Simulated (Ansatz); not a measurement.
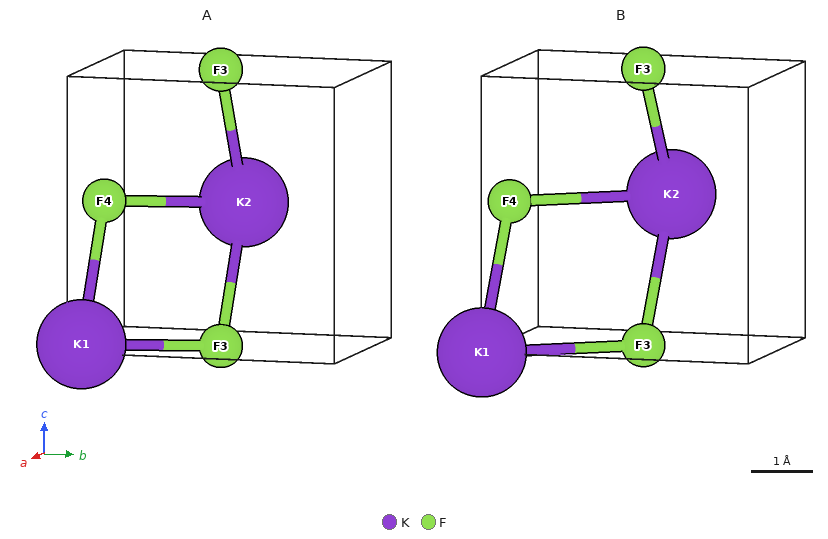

Two geometries of solid KF (set up in P-1), drawn at one scale. One is the start of a relaxation, the other its converged end. Style: ball-and-stick. Shown: the cell of the calculation, slightly off an axis.

Computed with Ansatz, DFT PBE, scalar-relativistic, plane waves, PAW. Set-up: plane-wave cutoff 420 eV; k-point mesh 8 × 6 × 6; occupations gaussian; smearing width 0.05 eV; no spin polarisation; cell and atoms relaxed; force threshold 0.01 eV/Å; at most 80 steps.

Question: Which geometry has the lower energy?

Answer: Structure B is the relaxed one. Case: a zone-boundary wave of random shape, sigma 0.1 Å; relaxed back. The largest moves relative to the cell, 0.26 Å, are those of K1 and K2. K1 goes along [1 −3 −2]. Largest moves by element: K 0.26 Å, F 0.21 Å. The volume changes by +0.1 %, with a 3.259 → 3.260 Å (0.0 %), b 4.609 → 4.608 Å (0.0 %), c 4.609 → 4.612 Å (+0.1 %). Near-neighbour distances that change, for instance: K1–K2 3.775 → 3.261 Å, K1–K2 (another image) 2.754 → 3.260 Å, K1–F3 3.184 → 2.806 Å, K1–F3 (another image) 2.486 → 2.839 Å. The space group (tolerance 0.01 Å) goes from P-1 (No. 2) to P4/nmm (No. 129). The energy falls by 101 meV per atom in 4 accepted moves (5 points after the start). Largest force component: 1.3 eV/Å at the start, 0.0016 eV/Å at the end. Pressure: 3.62 GPa at the start and −0.02 GPa at the end. At 1 point the geometry stayed and the basis and grid were re-selected for the new cell (energy shift of less than 0.05 meV per atom at most each time).
